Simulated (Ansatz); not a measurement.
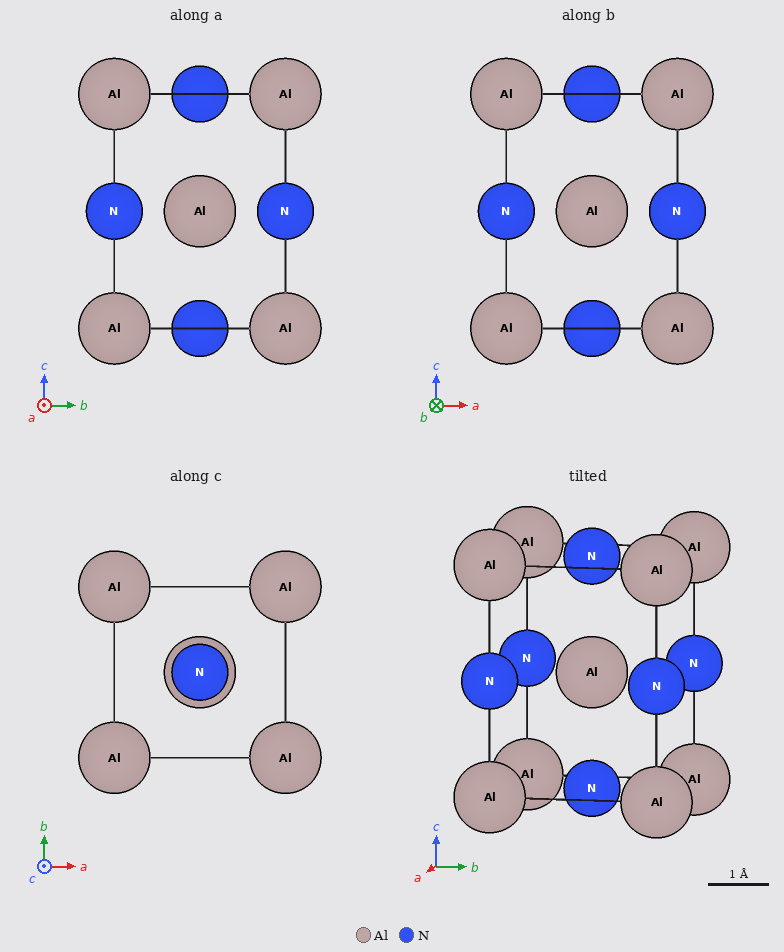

This spheres-only model is shown along the a axis, along the b axis, along the c axis and slightly off an axis. Thin lines show the conventional unit cell, with boundary atoms drawn in all their periodic places.

Lattice parameters: a = 2.8551 Å, b = 2.8551 Å, c = 3.9122 Å, α = 90.000°, β = 90.000°, γ = 90.000°.

Set out the cell and atoms as a CIF in P1 with every atom of the cell.

```cif
data_structure
_symmetry_space_group_name_H-M 'P 1'
_symmetry_Int_Tables_number 1
_cell_length_a 2.8551
_cell_length_b 2.8551
_cell_length_c 3.9122
_cell_angle_alpha 90.000
_cell_angle_beta 90.000
_cell_angle_gamma 90.000
_cell_volume 31.89
loop_
_atom_site_label
_atom_site_type_symbol
_atom_site_fract_x
_atom_site_fract_y
_atom_site_fract_z
_atom_site_occupancy
Al1 Al 0.0000 0.0000 0.0000 1
N1 N 0.0000 0.0000 0.5000 1
Al2 Al 0.5000 0.5000 0.5000 1
N2 N 0.5000 0.5000 0.0000 1
```

The initial geometry was a structure type filled with these elements by a generator (whether the compound takes this form wasn't checked). The cell was then strained or its atoms displaced on purpose. It went into a calculation with Ansatz.

At this level of theory the cell isn't at rest (compressed, at 16 GPa), so its distances can differ from those at equilibrium, the more so the softer the solid.
